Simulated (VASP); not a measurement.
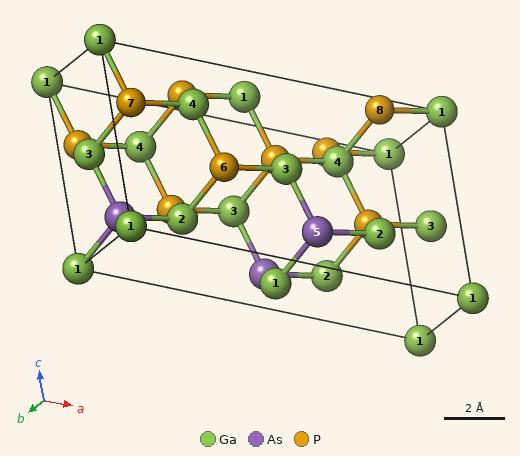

Starting structure of crystalline Ga$_{4}$AsP$_{3}$ (a generated structure, set up in Cm). A ball-and-stick model of the conventional cell (2 times the calculation's cell), seen from a free direction. Lengths and directions refer to the drawn axes.

The run lets cell and atoms move.

All numbers below come from VASP, Kohn-Sham DFT of a periodic cell, LDA, VASP PAW LDA potentials, recommended.

Input
```
  PREC = Accurate
  ENCUT = 300
  EDIFF = 1E-6
  ISMEAR = 0
  SIGMA = 0.02
  LREAL = False
  LASPH = True
  NELM = 100
  ALGO = Normal
  ISIF = 3
  LWAVE = False
  LCHARG = False
  IBRION = 2
  NSW = 60
  EDIFFG = -0.01
  KPAR = 2
```

Launched with:
```bash
cat potpaw_LDA.64/Ga_d/POTCAR potpaw_LDA.64/As/POTCAR potpaw_LDA.64/P/POTCAR > POTCAR
mpirun -np 2 vasp_std > vasp.out
```

The structure:
```
CELL_PARAMETERS angstrom
-2.76313 2.76313 0.00000
-2.76313 -5.52626 2.76313
2.76313 2.76313 5.52626
ATOMIC_POSITIONS crystal
Ga 0.00000 0.00000 0.00000
Ga 0.75000 0.50000 0.25000
Ga 0.50000 0.00000 0.50000
Ga 0.25000 0.50000 0.75000
As 0.56250 0.12500 0.18750
P 0.31250 0.62500 0.43750
P 0.06250 0.12500 0.68750
P 0.81250 0.62500 0.93750
```

Predict the outcome.

Answer. Over 22 geometry steps the energy falls by 0.146 eV per cell of the calculation. Largest force component: 0.78 eV/Å at the start, 0.0057 eV/Å at the end. The pressure goes from −3.43 to 0.05 GPa. Ga2 moves most relative to the cell: 0.064 Å along [3 0 1]. By element the largest moves are Ga 0.064 Å, P 0.022 Å, As 0.005 Å. The volume changes by −4.4 %, with a 12.960 → 12.762 Å (−1.5 %), b 3.908 → 3.870 Å (−1.0 %), c 6.768 → 6.640 Å (−1.9 %), β 100.0° → 100.2°. Among the contacts that change: Ga1–P7 2.393 → 2.320 Å, Ga1–P8 2.393 → 2.333 Å, Ga2–P8 2.393 → 2.342 Å, Ga2–P6 2.393 → 2.353 Å. Bond angles that change, for instance: P7–Ga1–P8 109.5° → 111.6°, Ga1–P7–Ga3 109.5° → 107.4°, Ga1–As5–Ga1 109.5° → 107.5°. The space group stays Cm (No. 8).

After the run, drawn alike:

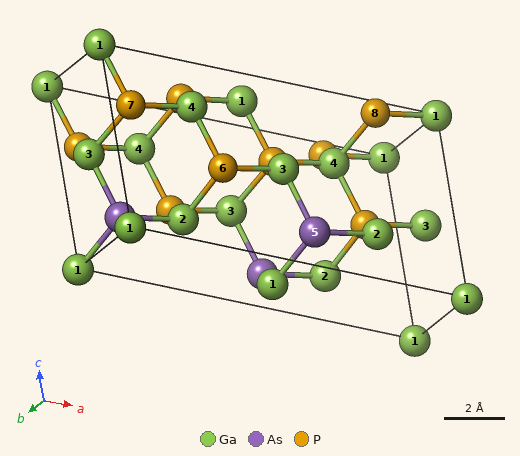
